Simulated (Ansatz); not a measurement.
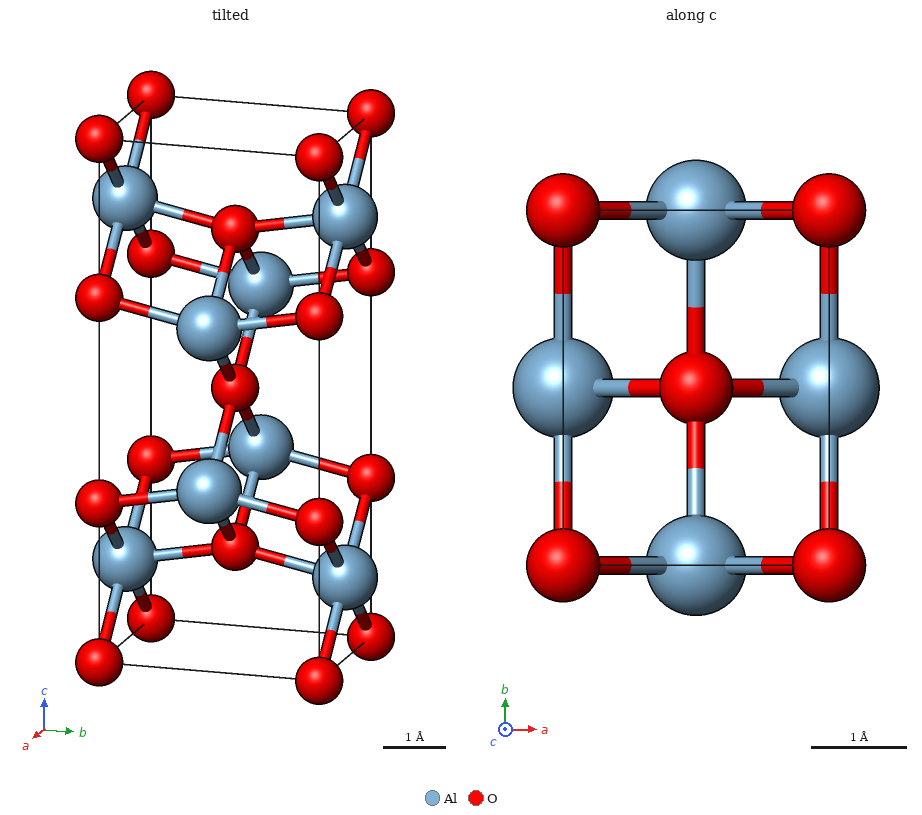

This ball-and-stick model is shown slightly off an axis and along the c axis. The parallelepiped is the conventional unit cell. Cell: a = 2.80 Å, b = 3.74 Å, c = 8.80 Å, α = 90.00°, β = 90.00°, γ = 90.00°.

Provenance: a structure type filled with these elements by a generator (whether the compound takes this form wasn't checked). Earlier steps of the study may have refined or changed the cell and positions. An electronic-structure calculation with Ansatz was run on it.

> Characterise what is shown.

The formula is Al2O3. The atoms follow space group Immm (No. 71); the Bravais lattice is body-centred orthorhombic. Counting shared atoms by their share gives 4 Al, 6 O, or 10 atoms. About every Al there are six O in a distorted octahedral arrangement at about 1.9 to 2.0 Å. The O atoms are each bonded to four Al at about 1.9 to 2.0 Å. The bonds build a three-dimensional framework.

Run with Ansatz 0.2.0, DFT PBE, scalar-relativistic, plane waves, PAW and these settings: a kinetic-energy cutoff of 420 eV, k-points about 0.28 Å⁻¹ apart, Gaussian smearing of 0.02 eV, no spin polarisation.

> Is the electronic structure metallic or gapped?

An insulator at this level, with a gap of 5.20 eV, direct.

> How charged are the atoms, by the Bader scheme?

Al +2.55 e; O -1.70 e.

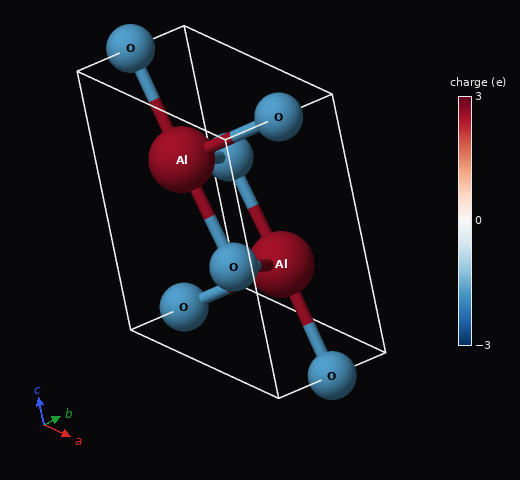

The atoms coloured by those charges. The run's cell of 5 atoms is drawn in a reduced setting, so axes and origin can differ from the first picture.

> Are forces and stress small enough to call this relaxed?

Yes. All forces vanish to within 0.01 eV/Å. The pressure is 0.0 GPa, close to zero.
